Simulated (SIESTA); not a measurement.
System: MoS₂ (space group P-6m2).

Method: DFT in numerical atomic orbitals with pseudopotentials, no spin polarisation; energies at scaled volumes of the given cell, shape and fractions fixed, counted from the fit's minimum, third-order Birch-Murnaghan fit (SIESTA 5.4.2). All runs: no spin polarisation.

- occupations: Fermi–Dirac
- smearing width: 0.05 eV
- potentials: PseudoDojo 0.4 standard, converted to PSML, two zetas on semicore shells

Settings that differ: PBEsol: k mesh 10×10×2; LDA: k mesh 8×8×1.

Predict the pressure against volume, with one curve for each functional. The cases: PBEsol; LDA.

The fitted equilibrium volumes, smallest first, are LDA 27.169, PBEsol 50.665 Å³/atom. The fitted bulk moduli, smallest first, are PBEsol 54.2, LDA 104.7 GPa. For PBEsol, the pressure falls from 3.75 GPa at volume 47.69 Å³/atom to −2.84 GPa at 53.78 Å³/atom, and changes sign near 50.7 Å³/atom. For LDA, the pressure falls from 4.92 GPa at volume 26.03 Å³/atom to −6.84 GPa at 29.35 Å³/atom, and changes sign near 27.17 Å³/atom.

PBEsol:
| volume (Å³/atom) | pressure (GPa) |
| --- | --- |
| 47.69 | 3.75 |
| 48.71 | 2.34 |
| 49.72 | 1.07 |
| 50.73 | −0.07 |
| 51.75 | −1.09 |
| 52.76 | −2.01 |
| 53.78 | −2.84 |

LDA:
| volume (Å³/atom) | pressure (GPa) |
| --- | --- |
| 26.03 | 4.92 |
| 26.58 | 2.39 |
| 27.14 | 0.12 |
| 27.69 | −1.91 |
| 28.25 | −3.73 |
| 28.80 | −5.38 |
| 29.35 | −6.84 |

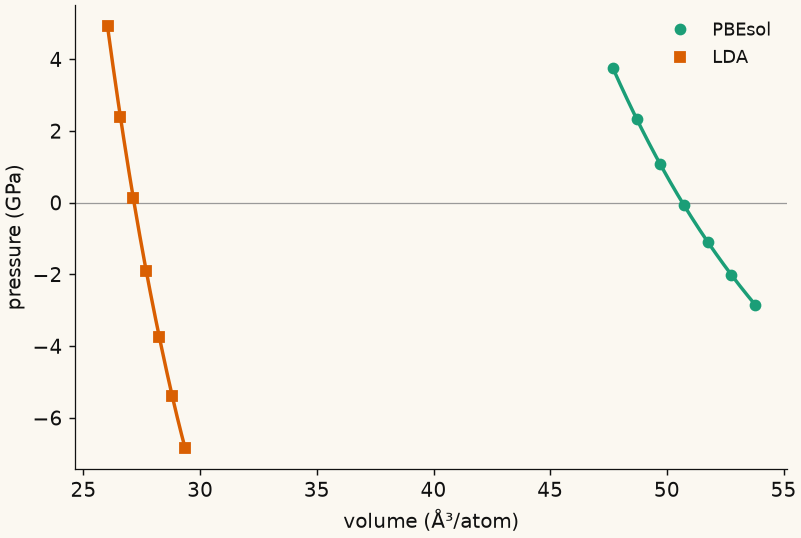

Keep in mind: mulliken charges of long orbitals; shape and atomic fractions are frozen while scaling, which makes layered, chain and framework solids too stiff.
